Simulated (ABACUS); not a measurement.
**Run report: CdTe, band-structure run (part 1 of 2)**

System: CdTe (2 atoms in the cell).
Method: Kohn-Sham DFT of a periodic cell, PBE, Ansatz NC PBE, no spin polarisation (ABACUS 3.10.1).

The structure derives from an entry of the Crystallography Open Database.

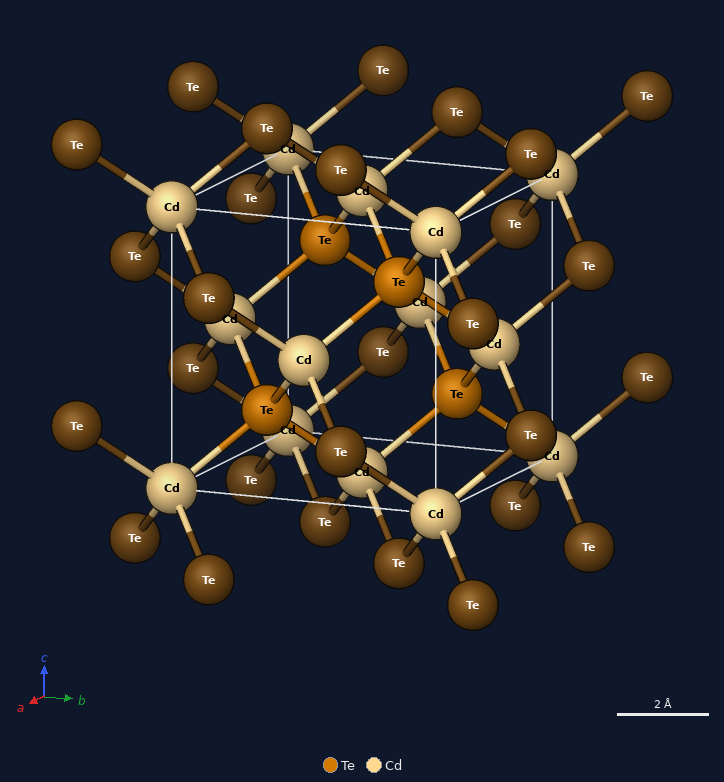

The structure (ball-and-stick view of the cell 4 times as large as that of the calculation, set on its symmetry axes, seen slightly off an axis; neighbours outside the cell are drawn fainter).

**Input file**
```
INPUT_PARAMETERS
suffix              CdTe
calculation         scf
basis_type          pw
pseudo_dir          ./
latname             fcc
symmetry            1
dft_functional      pbe
ecutwfc             83
pseudo_rcut         10
nspin               1
nbands              28
ks_solver           dav
smearing_method     fd
smearing_sigma      0.00367493
scf_thr             1e-08
scf_nmax            100
mixing_type         broyden
mixing_beta         0.7
cal_force           1
cal_stress          1
out_chg             1
kpar                4
```

**File STRU**
```
ATOMIC_SPECIES
Te 127.6000 Te.upf
Cd 112.4140 Cd.upf

LATTICE_CONSTANT
12.1131444589

ATOMIC_POSITIONS
Direct

Te
0.0
1
0.2500000000 0.2500000000 0.2500000000 1 1 1

Cd
0.0
1
0.0000000000 0.0000000000 0.0000000000 1 1 1
```

**File KPT**
```
K_POINTS
0
Gamma
6 6 6 0 0 0
```

Run as:
```bash
OMP_NUM_THREADS=1 mpirun -np 4 abacus > log
```

**Output**
```
ABACUS v3.10.1

               Atomic-orbital Based Ab-initio Computation at UStc

 ------------------------------------------------------------------------------------

 READING GENERAL INFORMATION
                           global_out_dir = OUT.CdTe/
                           global_in_card = INPUT
                               pseudo_dir = ./
                              orbital_dir =
                                    DSIZE = 4
                                    GSIZE = 1

 READING UNITCELL INFORMATION
                                    ntype = 2
                  lattice constant (Bohr) = 12.1131
              lattice constant (Angstrom) = 6.41

 READING ATOM TYPE 1
                               atom label = Te
                      L=0, number of zeta = 1
                      L=1, number of zeta = 1
                      L=2, number of zeta = 1
             number of atom for this type = 1

 READING ATOM TYPE 2
                               atom label = Cd
                      L=0, number of zeta = 1
                      L=1, number of zeta = 1
                      L=2, number of zeta = 1
             number of atom for this type = 1

                        TOTAL ATOM NUMBER = 2
DIRECT COORDINATES
    atom                   x                   y                   z     mag                  vx                  vy                  vz
taud_Te1            0.2500000000        0.2500000000        0.2500000000  0.0000        0.0000000000        0.0000000000        0.0000000000
taud_Cd1            0.0000000000        0.0000000000        0.0000000000  0.0000        0.0000000000        0.0000000000        0.0000000000

                          Volume (Bohr^3) = 444.335
                             Volume (A^3) = 65.8436

 Lattice vectors: (Cartesian coordinate: in unit of a_0)
                 -0.5                  +0                +0.5
                   +0                +0.5                +0.5
                 -0.5                +0.5                  +0
 Reciprocal vectors: (Cartesian coordinate: in unit of 2 pi/a_0)
                   -1                  -1                  +1
                   +1                  +1                  +1
                   -1                  +1                  -1
 The esolver type has been set to : ksdft_pw

                PAO radial cut off (Bohr) = 10

 Read in pseudopotential file is Te.upf
                     pseudopotential type = NC
          exchange-correlation functional = PBE
                 nonlocal core correction = 1
                        valence electrons = 16
                                     lmax = 3
                           number of zeta = 3
                     number of projectors = 10
                           L of projector = 0
                           L of projector = 0
                           L of projector = 0
                           L of projector = 1
                           L of projector = 1
                           L of projector = 1
                           L of projector = 2
                           L of projector = 2
                           L of projector = 3
                           L of projector = 3
                PAO radial cut off (Bohr) = 10

 Read in pseudopotential file is Cd.upf
                     pseudopotential type = NC
          exchange-correlation functional = PBE
                 nonlocal core correction = 1
                        valence electrons = 20
                                     lmax = 3
                           number of zeta = 4
                     number of projectors = 7
                           L of projector = 0
                           L of projector = 0
                           L of projector = 1
                           L of projector = 1
                           L of projector = 2
                           L of projector = 2
                           L of projector = 3
     initial pseudo atomic orbital number = 19

 SETUP THE ELECTRONS NUMBER
            electron number of element Te = 16
      total electron number of element Te = 16
            electron number of element Cd = 20
      total electron number of element Cd = 20
            AUTOSET number of electrons:  = 36
                           occupied bands = 18
                                   NBANDS = 28
                                   NLOCAL = 18

%%%%%%%%%%%%%%%%%%%%%%%%%%%%%%%%%%%%%%%%%%%%%%%%%%%%%%%%%%%%%%%%%%%%%%%%%%%%%%%%%%%%%%%%%%%%%%%%%%%%%%%%%%
 Warning: the number of valence electrons in pseudopotential > 6 for Te: [Kr] 4d10 5s2 5p4
 Warning: the number of valence electrons in pseudopotential > 12 for Cd: [Kr] 4d10 5s2
 Pseudopotentials with additional electrons can yield (more) accurate outcomes, but may be less efficient.
 If you're confident that your chosen pseudopotential is appropriate, you can safely ignore this warning.
%%%%%%%%%%%%%%%%%%%%%%%%%%%%%%%%%%%%%%%%%%%%%%%%%%%%%%%%%%%%%%%%%%%%%%%%%%%%%%%%%%%%%%%%%%%%%%%%%%%%%%%%%%

 SETUP THE PLANE WAVE BASIS
 energy cutoff for charge/potential (unit:Ry) = 332
            fft grid for charge/potential = [ 50, 50, 50 ]
                        fft grid division = [ 1, 1, 1 ]
        big fft grid for charge/potential = [ 50, 50, 50 ]
                                     nbxx = 125000
                                     nrxx = 125000

 SETUP PLANE WAVES FOR CHARGE/POTENTIAL
                    number of plane waves = 45239
                         number of sticks = 1663

 PARALLEL PW FOR CHARGE/POTENTIAL
     PROC   COLUMNS(POT)             PW
        1           1663          45239
 --------------- sum -------------------
        1           1663          45239
                            number of |g| = 414
                                  max |g| = 1232
                                  min |g| = 0

----------- Double Check Mixing Parameters Begin ------------
mixing_type: broyden
mixing_beta: 0.7
mixing_gg0: 1
mixing_gg0_min: 0.1
mixing_ndim: 8
----------- Double Check Mixing Parameters End ------------

 LATTICE VECTORS: (CARTESIAN COORDINATE: IN UNIT OF A0)
                 -0.5                  +0                +0.5
                   +0                +0.5                +0.5
                 -0.5                +0.5                  +0
                       right hand lattice = 1
                                   NORM_A = 0.707107
                                   NORM_B = 0.707107
                                   NORM_C = 0.707107
                           ALPHA (DEGREE) = 60
                           BETA  (DEGREE) = 60
                           GAMMA (DEGREE) = 60

 The lattice vectors have been changed (STRU_SIMPLE.cif)

(for optimal symmetric configuration:)
                             BRAVAIS TYPE = 3
                     BRAVAIS LATTICE NAME = 03. Cubic F (face-centered)
                                    ibrav = 3
                                    IBRAV = 3
                                  BRAVAIS = FACE CENTERED CUBIC
                       LATTICE CONSTANT A = 1
Original cell was already a primitive cell.
                        ROTATION MATRICES = 48
              PURE POINT GROUP OPERATIONS = 24
                   SPACE GROUP OPERATIONS = 24
                                       C2 = 3
                                       C3 = 8
                                       C4 = 0
                                       C6 = 0
                                       S1 = 6
                                       S3 = 0
                                       S4 = 6
                                       S6 = 0
                              POINT GROUP = T_d
                                       C2 = 3
                                       C3 = 8
                                       C4 = 0
                                       C6 = 0
                                       S1 = 6
                                       S3 = 0
                                       S4 = 6
                                       S6 = 0
               POINT GROUP IN SPACE GROUP = T_d

 SETUP K-POINTS
                                    nspin = 1
                   Input type of k points = Monkhorst-Pack(Gamma)
                                   nkstot = 216
                       right hand lattice = 1
(for reciprocal lattice: )
                             BRAVAIS TYPE = 2
                     BRAVAIS LATTICE NAME = 02. Cubic I (body-centered)
                                    ibrav = 2
                       right hand lattice = 1
(for k-lattice: )
                             BRAVAIS TYPE = 2
                     BRAVAIS LATTICE NAME = 02. Cubic I (body-centered)
                                    ibrav = 2
                       right hand lattice = 1
                        ROTATION MATRICES = 48
                               nkstot_ibz = 16
K-POINTS REDUCTION ACCORDING TO SYMMETRY
     IBZ    DIRECT_X    DIRECT_Y    DIRECT_Z  WEIGHT  ibz2bz
       1  0.00000000  0.00000000  0.00000000  0.0046       0
       2  0.16666667  0.16666667  0.16666667  0.0370       1
       3  0.33333333  0.33333333  0.33333333  0.0370       2
       4  0.50000000  0.50000000  0.50000000  0.0185       3
       5  0.16666667  0.16666667  0.00000000  0.0278       7
       6  0.33333333  0.33333333  0.16666667  0.1111       8
       7  0.50000000  0.50000000  0.33333333  0.1111       9
       8  0.50000000  0.33333333  0.33333333  0.1111      10
       9  0.33333333  0.16666667  0.16666667  0.0556      11
      10  0.33333333  0.33333333  0.00000000  0.0278      14
      11  0.50000000  0.50000000  0.16666667  0.1111      15
      12 -0.33333333  0.33333333  0.33333333  0.0556      16
      13  0.50000000  0.50000000  0.00000000  0.0139      21
      14  0.50000000  0.33333333  0.16666667  0.1111      51
      15  0.50000000  0.33333333 -0.33333333  0.1111      52
      16  0.50000000  0.33333333 -0.16666667  0.0556      58

                               nkstot now = 16
[... K-POINTS DIRECT COORDINATES: 16 rows ...]

           k-point number in this process = 4
       minimum distributed K point number = 4
[... stars of the k points ...]

[... K-POINTS CARTESIAN COORDINATES: 4 rows ...]

[... K-POINTS DIRECT COORDINATES: 4 rows ...]

 SETUP PLANE WAVES FOR WAVE FUNCTIONS
     energy cutoff for wavefunc (unit:Ry) = 83
              fft grid for wave functions = [ 50, 50, 50 ]
                    number of plane waves = 6567
                         number of sticks = 463

 PARALLEL PW FOR WAVE FUNCTIONS
     PROC   COLUMNS(POT)             PW
        1            463           6567
 --------------- sum -------------------
        1            463           6567

 SETUP NONLOCAL PSEUDOPOTENTIALS IN PLANE WAVE BASIS
 Te non-local projectors:
 projector 1 L=0
 projector 2 L=0
 projector 3 L=0
 projector 4 L=1
 projector 5 L=1
 projector 6 L=1
 projector 7 L=2
 projector 8 L=2
 projector 9 L=3
 projector 10 L=3
 Cd non-local projectors:
 projector 1 L=0
 projector 2 L=0
 projector 3 L=1
 projector 4 L=1
 projector 5 L=2
 projector 6 L=2
 projector 7 L=3
      TOTAL NUMBER OF NONLOCAL PROJECTORS = 61

 Init Non-Local PseudoPotential table :
 Init Non-Local-Pseudopotential done.

                                     npwx = 5769

 Make real space PAO into reciprocal space.
       max mesh points in Pseudopotential = 1001
     dq(describe PAO in reciprocal space) = 0.01
                                    max q = 1098

 number of pseudo atomic orbitals for Te is 3
WARNING: norm of atomic wavefunction # 3 of atomic type Te is 0.999974, renormalized

 number of pseudo atomic orbitals for Cd is 4
WARNING: norm of atomic wavefunction # 4 of atomic type Cd is 0.999939, renormalized

 -------------------------------------------
 SELF-CONSISTENT
 -------------------------------------------
                                 init_chg = atomic

 PW ALGORITHM --------------- ION=   1  ELEC=   1--------------------------------

 Notice: Threshold on eigenvalues was too large.
 hsover_error=0.36 > DRHO=0.053477
 Origin diag ethr = 0.01
 New diag ethr = 0.000148547

 Density error is 0.0539018389641
                          Error Threshold = 0.000148547139846
----------------------------------------------------------
     Energy           Rydberg                 eV
```
